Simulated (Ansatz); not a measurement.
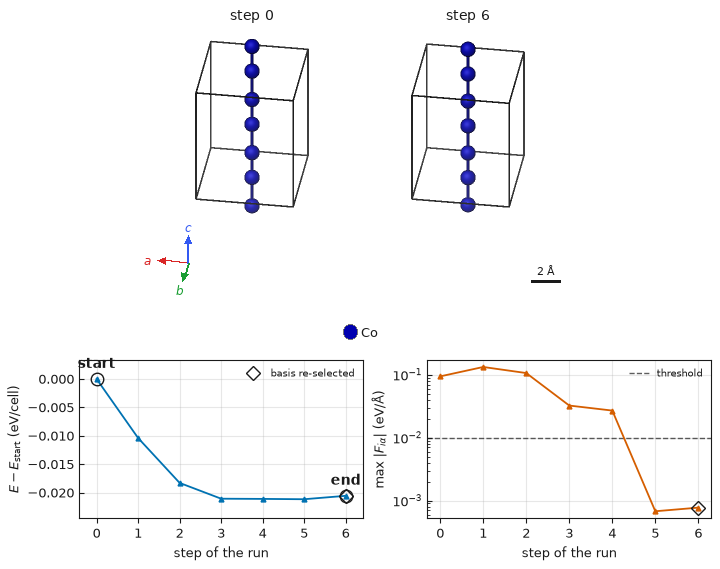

First and last geometry of a relaxation of a wire of composition Co, with the history of the run. The picture is a ball-and-stick view of the 2 repeat of the cell, with the vacuum cut short, seen from a free direction.

Case: dimerised chain of atoms.

These are results of Ansatz, DFT PBE, scalar-relativistic, plane waves, PAW, not measurements.

The input:
```yaml
crystal:
  lattice:
    - [9.0, 0.0, 0.0]
    - [0.0, 9.3, 0.0]
    - [0.0, 0.0, 4.4595439202]
  atoms:
    - { symbol: Co, position: [0.5, 0.5, 0.0], spin: 1.84 }
    - { symbol: Co, position: [0.5, 0.5, 0.465], spin: 1.84 }
basis:
  ecutwfc: 420
kpoints:
  mp_grid: { grid: [1, 1, 15] }
hamiltonian:
  xc: pbe
scf:
  occupations: { method: gaussian, width: 0.05 }
output:
  forces: true
  stress: true
  eigenvalues: true
  populations: true
  write_density: true
  write_potential: true
  elf: true
  volumetric_format: npy
magnetization:
  spin_polarized: true
relax:
  adjacent_minimum: "off"
  f_tol: 0.01
  max_steps: 45
  cell: { fix: [a, b, alpha, beta, gamma], stress_tol: 0.03 }
```

Command:
```bash
ansatz run input.yaml --threads 2 --pin off --max-ram 5120MiB --backend cpu --events-out ev --progress --plain --runs-dir out
```

What do the curves and the structures tell?

It converged. The largest moves relative to the layer's centre, 0.025 Å, are those of Co1 and Co2. Along the periodic axis the drawn cell goes c 8.919 → 8.704 Å (−2.4 %). Some distances before and after: Co1–Co2 2.386 → 2.278 Å. After 5 accepted moves (6 points after the start) the energy has fallen by 20.5 meV per cell of the calculation. Largest force component: 0.094 eV/Å at the start, 0.00077 eV/Å at the end. The SCF was repeated once at an unchanged geometry on a basis and grid sized afresh for the cell, which shifted the energy by 0.6 meV per cell of the calculation at most.

Limits of the set-up: the k-point mesh is coarse for a cell with partly filled bands.
